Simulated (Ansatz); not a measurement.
## Two runs on ZrO2

System: ZrO2 (3 atoms in the cell).
Method of run A: DFT r2SCAN, scalar-relativistic, plane waves, PAW, no spin polarisation (Ansatz 0.2.0).

The structure derives from an entry of the Crystallography Open Database. Text and figures count atoms from 1; the logs count them from 0 in places.

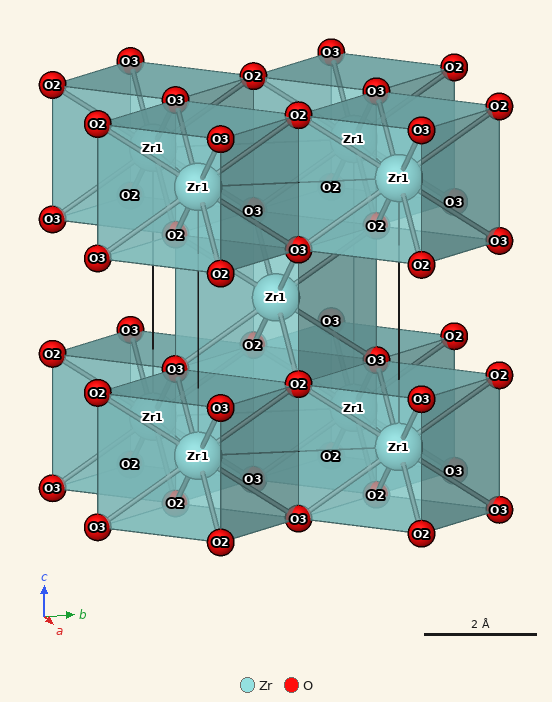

Figure 1. The input geometry (polyhedral view of the cell 2 times as large as that of the calculation, set on its symmetry axes, seen slightly off an axis; polyhedra are completed across the faces of the cell; atoms are numbered from 1 in the order of the input). An atom can appear more than once, as a periodic image.

**Input, run A**
```yaml
crystal:
  lattice:
    - [0.0, 2.6210595283, 2.4683764489]
    - [2.6210595283, 0.0, 2.4683764489]
    - [2.6210595283, 2.6210595283, 0.0]
  atoms:
    - { symbol: Zr, position: [0.0, 0.0, 0.0] }
    - { symbol: O, position: [0.25, 0.25, 0.25] }
    - { symbol: O, position: [0.75, 0.75, 0.75] }
basis:
  ecutwfc: 500
kpoints:
  mp_grid: { grid: [8, 8, 8] }
hamiltonian:
  xc: r2scan
scf:
  occupations: { method: gaussian, width: 0.05 }
output:
  forces: true
  stress: true
  eigenvalues: true
```

Command:
```bash
ansatz run input.yaml --threads 2 --pin off --max-ram 5120MiB --backend cpu --events-out ev --progress --plain --runs-dir out
```

Hardware: 2 threads of Intel Xeon @ 2.50GHz (Skylake/Cascade Lake), 189 GiB of memory available, shared host.

**Output, shortened to warnings, some set-up lines, iterations and results (run A)**
```
Basis set: ecut = 500 eV, 869 PW (Γ), exchange–correlation on 108×108×120 points (64 copies of the dense FFT grid, shifted against one another)
Symmetry: 16 space group operations
k-points: 59 of 512
Initial density: superposition of atomic densities (neutral atoms: chi_scale 0, normalization atom), corrected by the library's trained network
[...]
SCF iter   1: F=—  HF=-5337.867049 eV  |F-HF|=—  |Δ(HF+E_count)|=         —  Δρ=1.69e-2  dr2=1.21e-1  dr2_τ=1.83e-1  ethr=1.77e-3  ⟨swp⟩=5.8  Hψ=4524  notcnv=0
SCF iter   2: F=—  HF=-5337.933764 eV  |F-HF|=—  |Δ(HF+E_count)|=   6.67e-2  Δρ=1.33e-2  dr2=3.63e-2  dr2_τ=1.23e-2  ethr=5.04e-4  ⟨swp⟩=2.4  Hψ=2146  notcnv=0
SCF iter   3: F=—  HF=-5337.925196 eV  |F-HF|=—  |Δ(HF+E_count)|=   8.57e-3  Δρ=3.37e-3  dr2=1.76e-3  dr2_τ=2.32e-4  ethr=1.51e-4  ⟨swp⟩=2.0  Hψ=1579  notcnv=0
SCF iter   4: F=—  HF=-5337.925570 eV  |F-HF|=—  |Δ(HF+E_count)|=   3.74e-4  Δρ=8.02e-4  dr2=8.96e-5  dr2_τ=2.01e-5  ethr=7.33e-6  ⟨swp⟩=3.0  Hψ=1688  notcnv=0
SCF iter   5: F=—  HF=-5337.925580 eV  |F-HF|=—  |Δ(HF+E_count)|=   9.41e-6  Δρ=9.74e-5  dr2=1.07e-6  dr2_τ=2.51e-7  ethr=3.73e-7  ⟨swp⟩=2.0  Hψ=1292  notcnv=0
SCF iter   6: F=-5337.925581 eV  HF=-5337.925581 eV  |F-HF|=1.35e-8  |Δ(HF+E_count)|=   1.42e-6  Δρ=1.37e-5  dr2=1.82e-8  dr2_τ=8.51e-9  ethr=4.17e-10  ⟨swp⟩=6.4  Hψ=4672  …
SCF 1 converged in 6 iterations: F = -5337.925581 eV  dr2 = 1.82e-8
SCF converged after 6 iterations
Free energy (F): -5337.925581 eV
Harris-Foulkes:  -5337.925581 eV  (|F-HF|=1.35e-8)
Internal energy: -5337.925581 eV  (E = F + TS)
E sigma→0 (E₀):  -5337.925581 eV
Fermi energy:    13.393706 eV
--- Per-component energies (eV) ---
  E_band       = -90.918261
  E_kinetic    = 686.717983
  E_local      = -1160.478868  (includes V_loc(G=0)·N_el)
  E_nonlocal   = 169.210603
  E_hartree    = 382.830239
  E_xc         = -305.015175
  E_vxc        = -425.454406  (∫ρ·V_xc dr)
  E_paw        = -3289.209549  (= ΣΔE_a)
  E_vpaw       = -152.378977  (= ΣTr[D̂ρ^β])
  E_aug_tail   = 0.001992  (compensation charges beyond the density's cutoff)
  E_vtau       = 25.801743  (kinetic-family band-sum trace: ∫τ·v_τ [+ j·A + Jᵃ·Aᵃ] dr)
  E_ewald      = -1821.754181
  E_core_change = -0.228623  (= ΣΔE_core)
  E_smearing   = -0.000000  (= −TS)
  E_closure    = 0.000000  (closes the sum)
  Σ components = -5337.925581   (vs F -5337.925581, Δ=0.00e0)
--- Forces (eV/Å), atoms counted from 1 ---
  atom   1  Zr    -0.00000000     0.00000000     0.00000000
  atom   2  O     -0.00000000     0.00000000     0.00000000
  atom   3  O      0.00000000     0.00000000     0.00000000
  max |Σ_I F_I| component: 3.16e-30 eV/Å
--- Stress (GPa, compression-positive) ---
      -15.620071       0.000000       0.000000
        0.000000     -15.620071       0.000000
        0.000000       0.000000      10.917283
  P = ⅓ Tr σ = -6.7743 GPa (-67.743 kbar)
```

The input of run B differs as follows (lines with − go, lines with + come):
```diff
-    - [0.0, 2.6210595283, 2.4683764489]
-    - [2.6210595283, 0.0, 2.4683764489]
+    - [0.0, 2.6210595283, 2.5447179886]
+    - [2.6210595283, 0.0, 2.5447179886]
```

Predict how the results change.

With the same functional and potentials, run B lies 6.0 meV per atom lower. The gap on the mesh goes from 3.05 to 3.36 eV. The pressure goes from −6.77 to −13.41 GPa. The volume per atom goes from 11.31 to 11.65 Å³. The number of SCF iterations is the same. The plane waves at Γ go from 869 to 909.

**Output, shortened to warnings, some set-up lines, iterations and results (run B)**
```
Basis set: ecut = 500 eV, 909 PW (Γ), exchange–correlation on 108×108×120 points (64 copies of the dense FFT grid, shifted against one another)
Symmetry: 16 space group operations
k-points: 59 of 512
Initial density: superposition of atomic densities (neutral atoms: chi_scale 0, normalization atom), corrected by the library's trained network
[...]
SCF iter   1: F=—  HF=-5337.890811 eV  |F-HF|=—  |Δ(HF+E_count)|=         —  Δρ=1.67e-2  dr2=1.25e-1  dr2_τ=1.72e-1  ethr=1.77e-3  ⟨swp⟩=5.7  Hψ=4453  notcnv=0
SCF iter   2: F=—  HF=-5337.952905 eV  |F-HF|=—  |Δ(HF+E_count)|=   6.21e-2  Δρ=1.37e-2  dr2=4.16e-2  dr2_τ=1.33e-2  ethr=5.20e-4  ⟨swp⟩=2.3  Hψ=2136  notcnv=0
SCF iter   3: F=—  HF=-5337.943159 eV  |F-HF|=—  |Δ(HF+E_count)|=   9.75e-3  Δρ=3.35e-3  dr2=1.85e-3  dr2_τ=2.36e-4  ethr=1.73e-4  ⟨swp⟩=2.0  Hψ=1571  notcnv=0
SCF iter   4: F=—  HF=-5337.943606 eV  |F-HF|=—  |Δ(HF+E_count)|=   4.47e-4  Δρ=7.89e-4  dr2=8.72e-5  dr2_τ=1.97e-5  ethr=7.72e-6  ⟨swp⟩=2.9  Hψ=1665  notcnv=0
SCF iter   5: F=—  HF=-5337.943623 eV  |F-HF|=—  |Δ(HF+E_count)|=   1.69e-5  Δρ=1.07e-4  dr2=1.79e-6  dr2_τ=2.93e-7  ethr=3.63e-7  ⟨swp⟩=2.0  Hψ=1295  notcnv=0
SCF iter   6: F=-5337.943625 eV  HF=-5337.943625 eV  |F-HF|=2.12e-8  |Δ(HF+E_count)|=   1.69e-6  Δρ=1.41e-5  dr2=1.85e-8  dr2_τ=9.14e-9  ethr=4.17e-10  ⟨swp⟩=3.4  Hψ=4186  …
SCF 1 converged in 6 iterations: F = -5337.943625 eV  dr2 = 1.85e-8
SCF converged after 6 iterations
Free energy (F): -5337.943625 eV
Harris-Foulkes:  -5337.943625 eV  (|F-HF|=2.12e-8)
Internal energy: -5337.943625 eV  (E = F + TS)
E sigma→0 (E₀):  -5337.943625 eV
Fermi energy:    12.806938 eV
--- Per-component energies (eV) ---
  E_band       = -102.593420
  E_kinetic    = 683.998178
  E_local      = -1184.245158  (includes V_loc(G=0)·N_el)
  E_nonlocal   = 169.063927
  E_hartree    = 389.655362
  E_xc         = -304.316199
  E_vxc        = -424.498668  (∫ρ·V_xc dr)
  E_paw        = -3288.918824  (= ΣΔE_a)
  E_vpaw       = -152.037952  (= ΣTr[D̂ρ^β])
  E_aug_tail   = 0.001944  (compensation charges beyond the density's cutoff)
  E_vtau       = 25.812864  (kinetic-family band-sum trace: ∫τ·v_τ [+ j·A + Jᵃ·Aᵃ] dr)
  E_ewald      = -1802.954231
  E_core_change = -0.228623  (= ΣΔE_core)
  E_smearing   = -0.000000  (= −TS)
  E_closure    = 0.000000  (closes the sum)
  Σ components = -5337.943625   (vs F -5337.943625, Δ=0.00e0)
--- Forces (eV/Å), atoms counted from 1 ---
  atom   1  Zr    -0.00000000    -0.00000000     0.00000000
  atom   2  O      0.00000000     0.00000000     0.00000000
  atom   3  O      0.00000000     0.00000000     0.00000000
  max |Σ_I F_I| component: 3.16e-30 eV/Å
--- Stress (GPa, compression-positive) ---
      -17.592295       0.000000       0.000000
        0.000000     -17.592295       0.000000
        0.000000       0.000000      -5.031641
  P = ⅓ Tr σ = -13.4054 GPa (-134.054 kbar)
```

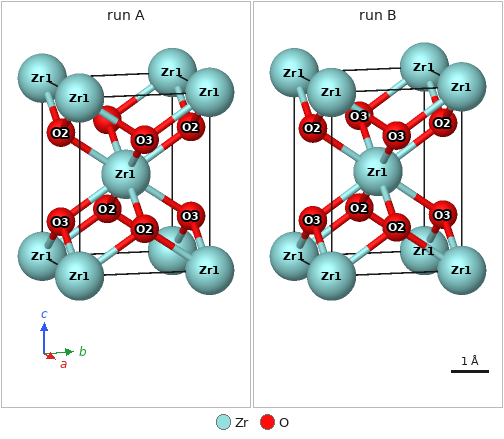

Figure 2. The two input geometries at one scale (ball-and-stick view of the cell 2 times as large as that of the calculation, set on its symmetry axes, seen slightly off an axis). No atom moves by more than 0.005 Å relative to the cell. Cell: a = b stay at 3.707 Å, c 4.937 → 5.089 Å (+3.1 %). Volume +3.1 %. Among the contacts that change: Zr1–O2 2.227 → 2.248 Å.

**The two runs side by side**

| quantity | run A | run B |
| --- | --- | --- |
| outcome | converged | converged |
| free energy per atom (eV) | −1779.3085 | −1779.3145 |
| gap on the mesh (eV) | 3.05 | 3.36 |
| pressure (GPa) | −6.77 | −13.41 |
| volume per atom (Å³) | 11.31 | 11.65 |
| largest force (eV/Å) | 0.000 | 0.000 |
| SCF iterations | 6 | 6 |
| irreducible k-points | 59 | 59 |
| plane waves at Γ | 869 | 909 |
| wall time (shared host) | 5.3 s | 5.6 s |
